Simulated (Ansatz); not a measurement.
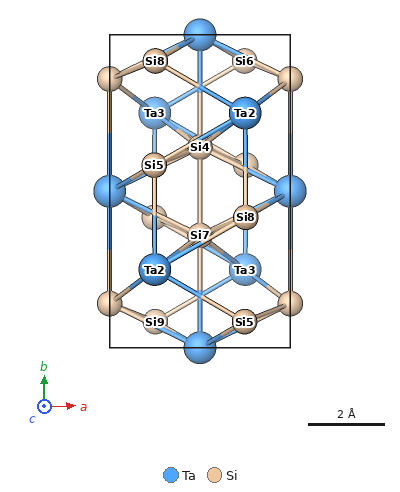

Fig. 1: The structure as given in the input (ball-and-stick view of the cell 2 times as large as that of the calculation, set on its symmetry axes, along the c axis; atoms are numbered from 1 in the order of the input). An atom can appear more than once, as a periodic image.

# Single-point calculation of TaSi$_{2}$

- system: TaSi$_{2}$ (9 atoms in the cell)
- method: DFT PBEsol, scalar-relativistic, plane waves, PAW, no spin polarisation (Ansatz 0.2.0)

The structure derives from an entry of the Crystallography Open Database. It belongs to a series of runs on one base structure; here: mode 16 (300.4 1/cm) frozen in, largest displacement -0.150 A. Figures and captions count atoms from 1; the log counts them from 0 in places.

The program's output
```
Engine: ansatz 0.2.0, x86_64-unknown-linux-gnu
Pseudopotentials: kind: paw
Pseudopotential: Ta, paw, valence charge 13, recommended cutoff 420 eV (normal), Ta.paw.azcp
Pseudopotential: Si, paw, valence charge 4, recommended cutoff 420 eV (normal), Si.paw.azcp
Functional definition: PBEsol
  exchange = pbesol_x
  correlation = pbesol_c
Crystal: 9 atoms, lattice volume = 128.684 Å³
Basis set: ecut = 420 eV, 2523 PW (Γ), exchange–correlation on 64×64×90 points (8 copies of the dense FFT grid, shifted against one another)
Bands: 41, of which v1, the nominal top of the filled ones, is band 32 counted from 1 (31 counted from 0)
Symmetry: 4 space group operations
Space group: C222 (ITA 21), of the structure as read, at distance tolerance 5.0e-5 Å
k-points: 172 of 864 (time reversal used)
Non-local potential: Ta, projectors of the file, l = 0: 3, l = 1: 2, l = 2: 2, l = 3: 1
Non-local potential: Si, projectors of the file, l = 0: 2, l = 1: 2, l = 2: 2
PAW form: soft (Blöchl's): semilocal exchange-correlation on the pseudo side does not see the compensation charge
PAW frozen core: Ta, regenerated for the run's functional, and the local potential with it (the file was generated under x = pbe(κ = 0.804, μ = 0.2195149727645171), c = pbe(β = 0.06672455060314922))
PAW frozen core: Si, regenerated for the run's functional, and the local potential with it (the file was generated under x = pbe(κ = 0.804, μ = 0.2195149727645171), c = pbe(β = 0.06672455060314922))
PAW one-centre angular grid: Ta, 590 points (default); XC on 64 Gauss nodes
PAW one-centre angular grid: Si, 110 points (default); XC on 64 Gauss nodes
Initial density: superposition of atomic densities (neutral atoms: chi_scale 0, normalization atom), corrected by the library's trained network
Initial wavefunctions: pseudopotential atomic-orbital guess
Functional: x = pbesol(κ = 0.804, μ = 0.12345679012345678), c = pbesol(β = 0.046)
SCF iter   1: F=—  HF=-33153.318906 eV  |F-HF|=—  |Δ(HF+E_count)|=         —  Δρ=5.24e-3  dr2=4.72e-2  ethr=1.77e-3  ⟨swp⟩=7.0  Hψ=32773  notcnv=0
preconditioner: auto → Kerker (q_TF=auto, 2.422 Å⁻¹)  [metal: Δε(μ)=0.007 eV  Ē_g=7.392 eV  σ=0.150 eV  W_gap=0.03  n_scr=22 (ndim 8)  ℏωp=20.4 eV  f_vac=0.000  D(μ)=3.55/eV (n_scr^D=22)]
SCF iter   2: F=—  HF=-33153.311697 eV  |F-HF|=—  |Δ(HF+E_count)|=   7.21e-3  Δρ=2.59e-3  dr2=7.05e-3  ethr=7.49e-5  ⟨swp⟩=2.0  Hψ=9221  notcnv=0  defer=1
SCF iter   3: F=—  HF=-33153.310991 eV  |F-HF|=—  |Δ(HF+E_count)|=   7.06e-4  Δρ=6.94e-4  dr2=4.38e-4  ethr=1.12e-5  ⟨swp⟩=2.1  Hψ=8392  notcnv=0  defer=1
SCF iter   4: F=—  HF=-33153.310960 eV  |F-HF|=—  |Δ(HF+E_count)|=   3.03e-5  Δρ=9.41e-5  dr2=1.65e-5  ethr=6.96e-7  ⟨swp⟩=2.0  Hψ=9233  notcnv=0  defer=1
SCF iter   5: F=—  HF=-33153.310896 eV  |F-HF|=—  |Δ(HF+E_count)|=   6.47e-5  Δρ=3.23e-5  dr2=2.11e-6  ethr=2.62e-8  ⟨swp⟩=2.1  Hψ=9475  notcnv=0  defer=1
SCF iter   6: F=-33153.310895 eV  HF=-33153.310895 eV  |F-HF|=3.11e-8  |Δ(HF+E_count)|=   3.83e-7  Δρ=5.41e-6  dr2=5.08e-8  ethr=1.59e-10  ⟨swp⟩=13.1  Hψ=53788  notcnv=0
SCF 1 converged in 6 iterations: F = -33153.310895 eV  dr2 = 5.08e-8
  greatest PAW one-centre occupation: 1.000 electrons in one spin orbital (limit 2), on the Ta atom at site 2 (counted from 0), in its partial waves of l = 0
```

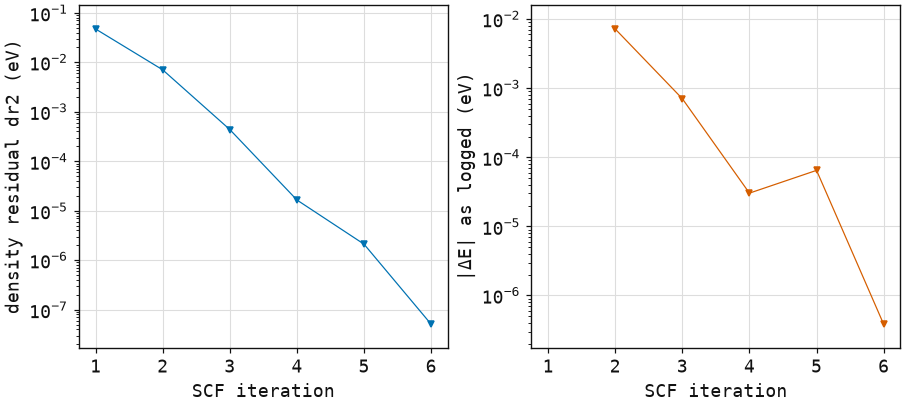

Fig. 2: Convergence of the self-consistent field: density residual dr2 and size of the energy change against the SCF iteration. The residual falls at every step.

```
SCF converged after 6 iterations
Free energy (F): -33153.310895 eV
Harris-Foulkes:  -33153.310895 eV  (|F-HF|=3.11e-8)
Internal energy: -33153.270853 eV  (E = F + TS)
E sigma→0 (E₀):  -33153.290874 eV
Entropy (-TS):   -0.040043 eV (-4.449 meV/atom)
Fermi energy:    15.289594 eV
--- Per-component energies (eV) ---
  E_band       = -250.043413
  E_kinetic    = 1366.663635
  E_local      = -2336.065165  (includes V_loc(G=0)·N_el)
  E_nonlocal   = 206.185859
  E_hartree    = 893.803362
  E_xc         = -993.184039
  E_vxc        = -910.926399  (∫ρ·V_xc dr)
  E_paw        = -27812.862552  (= ΣΔE_a)
  E_vpaw       = -363.500082  (= ΣTr[D̂ρ^β])
  E_aug_tail   = 0.000461  (compensation charges beyond the density's cutoff)
  E_ewald      = -4478.642718
  E_core_change = 0.830303  (= ΣΔE_core)
  E_smearing   = -0.040043  (= −TS)
  E_closure    = 0.000000  (closes the sum)
  Σ components = -33153.310895   (vs F -33153.310895, Δ=0.00e0)
--- Forces (eV/Å), atoms counted from 1 ---
  atom   1  Ta     0.00000000     0.00000000    -0.00000000
  atom   2  Ta     0.00000000    -0.00000000    -1.07047552
  atom   3  Ta    -0.00000000     0.00000000     1.07047552
  atom   4  Si     0.00000000     2.04425822     0.00000000
  atom   5  Si     0.56993033    -0.26335521    -0.35842079
  atom   6  Si     0.56993033     0.26335521     0.35842079
  atom   7  Si    -0.00000000    -2.04425822    -0.00000000
  atom   8  Si    -0.56993033     0.26335521    -0.35842079
  atom   9  Si    -0.56993033    -0.26335521     0.35842079
  max |Σ_I F_I| component: 3.33e-16 eV/Å
--- Stress (GPa, compression-positive) ---
        0.177678       0.000000       0.000000
        0.000000       4.009287       0.000000
        0.000000       0.000000       0.290213
  P = ⅓ Tr σ = 1.4924 GPa (14.924 kbar)
--- Band table (eV; the first three rows and the last of 172) ---
  k-point 0: bands = ["-52.3489", "-52.2246", "-52.2128", "-19.0466", "-18.9951", "-18.9870", "-18.9443", "-18.8762", "-18.8073", "-18.8031", "-18.7950", "-18.7484", "1.7903", "4.9593", "5.2225", "8.7116", "9.1889", "9.2526", "9.5071", "9.5269", "10.5004", "11.2761", "11.4695", "11.7978", "12.2772", "12.5019", "12.6633", "12.9366", "12.9704", "13.2091", "13.2353", "13.9399", "15.9805", "18.1510", "18.2935", "18.6619", "18.7520", "18.8252", "19.1601", "19.2716", "19.2761"]
  k-point 1: bands = ["-52.3488", "-52.2247", "-52.2127", "-19.0516", "-18.9965", "-18.9816", "-18.9336", "-18.8820", "-18.8179", "-18.8009", "-18.7922", "-18.7470", "1.8995", "4.2178", "5.9526", "8.8050", "9.0845", "9.1740", "9.7169", "9.7955", "10.4837", "10.5007", "11.0873", "11.5227", "12.4576", "12.6910", "12.8794", "12.9005", "13.0346", "13.3000", "13.7422", "13.9027", "16.3467", "17.5857", "18.2199", "18.5906", "18.8177", "18.8851", "19.1813", "19.2192", "19.4162"]
  k-point 2: bands = ["-52.3488", "-52.2249", "-52.2125", "-19.0598", "-18.9978", "-18.9701", "-18.9112", "-18.8963", "-18.8241", "-18.8153", "-18.7852", "-18.7437", "2.2212", "3.4194", "6.7047", "8.9178", "9.0605", "9.1236", "9.6528", "9.9802", "10.4087", "10.4390", "10.4871", "11.0121", "12.4408", "12.6998", "12.8250", "12.8679", "13.1304", "13.4438", "13.8307", "15.0306", "16.8981", "17.7151", "17.8411", "18.3979", "18.6663", "18.8010", "19.0911", "19.2788", "19.2846"]
  k-point 171: bands = ["-52.3486", "-52.2189", "-52.2186", "-19.0558", "-19.0169", "-19.0129", "-18.9395", "-18.8720", "-18.8188", "-18.7982", "-18.7632", "-18.7523", "4.2219", "4.3137", "5.5414", "6.4487", "6.8750", "7.7260", "9.8983", "10.0389", "10.7973", "10.9231", "11.8206", "12.3406", "12.5286", "12.7021", "12.8384", "12.8759", "13.8045", "14.1186", "14.7447", "15.4676", "16.5585", "16.9231", "17.2388", "17.5055", "17.7297", "17.7943", "18.6417", "18.9777", "19.0899"]
```

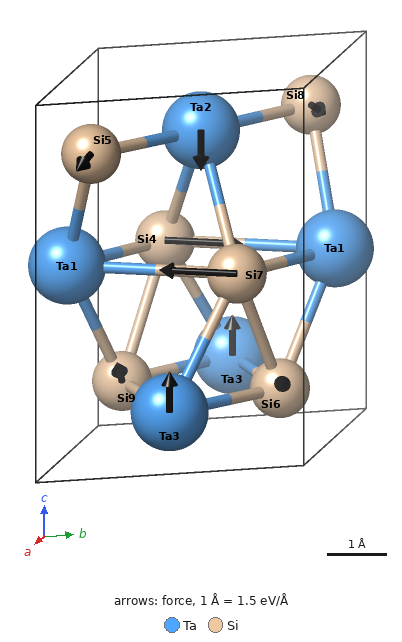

Fig. 3: Forces on the atoms as black arrows (ball-and-stick view of the cell of the calculation, seen slightly off an axis; atoms are numbered from 1 in the order of the input). The largest act on Si4, Si7 (2.04 eV/Å); Ta2, Ta3 (1.07 eV/Å); Si5, Si6, Si8, Si9 (0.72 eV/Å). The geometry is not a stationary point of this energy.

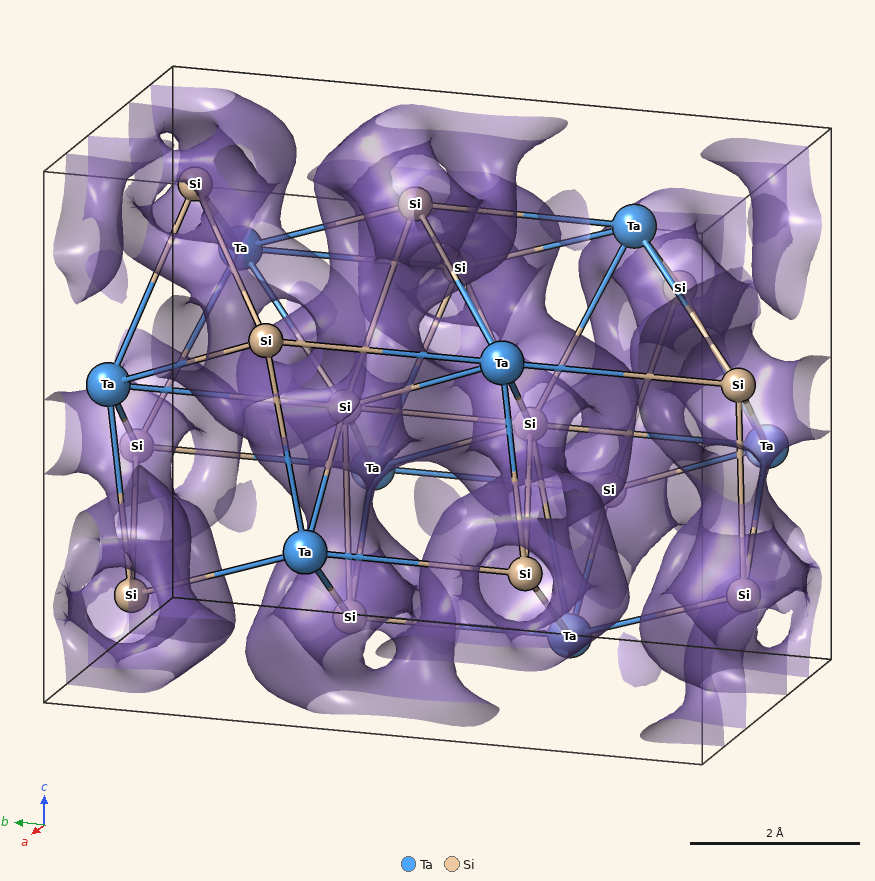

Fig. 4: Isosurface of the electron localisation function at 0.6 (purple), seen at an oblique angle. Only the valence region is drawn (cores and ρ < 0.01 e/Å³ removed). Sticks mark near contacts. The outline is the cell set on symmetry axes. The ELF exceeds this value in channels that run through the cell in one direction, counted in one cell of 18 atoms. Profiles from the grid: Si–Si (2.33 Å): the ELF peaks at about 0.80 between the atoms, which marks a shared electron pair. Ta–Si (2.54 Å): the ELF is about 0.40 at the midpoint. The fields are those of the smooth PAW valence density.

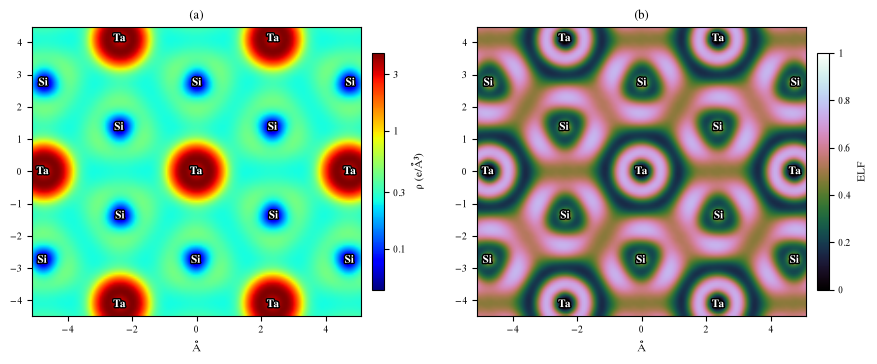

Fig. 5: (a) valence pseudo-density; (b) ELF on the (001) plane of the conventional cell. The section cuts through Ta and Si sites. Ta–Si (2.76 Å): the density is about 0.32 e/Å³ at the midpoint; the ELF is about 0.40 at the midpoint. Away from the nuclei the density in this plane falls to 0.26 e/Å³ at its lowest. The strong features right at Ta lie inside the PAW spheres (semicore, d or f shells) and say nothing about bonding.

This output came from the following input.

Input
```yaml
crystal:
  lattice:
    - [4.7608595319, 0.0, 0.0]
    - [-2.3804297659, 4.1230252985, 0.0]
    - [0.0, 0.0, 6.5557841497]
  atoms:
    - { symbol: Ta, position: [0.5, 0.0, 0.5] }
    - { symbol: Ta, position: [0.5, 0.5, 0.8359815354] }
    - { symbol: Ta, position: [0.0, 0.5, 0.1640184646] }
    - { symbol: Si, position: [0.1410770167, 0.2821540335, 0.5] }
    - { symbol: Si, position: [0.8301739749, 0.1668995872, 0.8383000931] }
    - { symbol: Si, position: [0.6632743877, 0.8331004128, 0.1616999069] }
    - { symbol: Si, position: [0.8589229833, 0.7178459665, 0.5] }
    - { symbol: Si, position: [0.1698260251, 0.8331004128, 0.8383000931] }
    - { symbol: Si, position: [0.3367256123, 0.1668995872, 0.1616999069] }
basis:
  ecutwfc: 420
kpoints:
  mp_grid: { grid: [12, 12, 6] }
hamiltonian:
  xc: pbesol
scf:
  occupations: { method: gaussian, width: 0.15 }
output:
  forces: true
  stress: true
  eigenvalues: true
  write_density: true
  write_potential: true
  elf: true
  volumetric_format: npy
```

Command:
```bash
ansatz run input.yaml --threads 2 --pin off --max-ram 5120MiB --backend cpu --events-out ev --progress --plain --runs-dir out
```

Results in brief

```tsv
quantity	value
outcome	converged
space group (tolerance 0.01 Å)	C222 (21)
electrons treated	63
free energy	−33153.3109 eV
Fermi energy	15.290 eV
gap on the k-point mesh	none (metallic)
pressure	1.49 GPa
largest force (length of the vector)	2.044 eV/Å
hardware	2 threads of Intel Xeon (Granite Rapids), 192 GiB of memory available, shared host
wall time	24 s (CPU time 47 s)
peak memory	0.88 GiB
```

Spin–orbit coupling is left out, which matters for Ta.
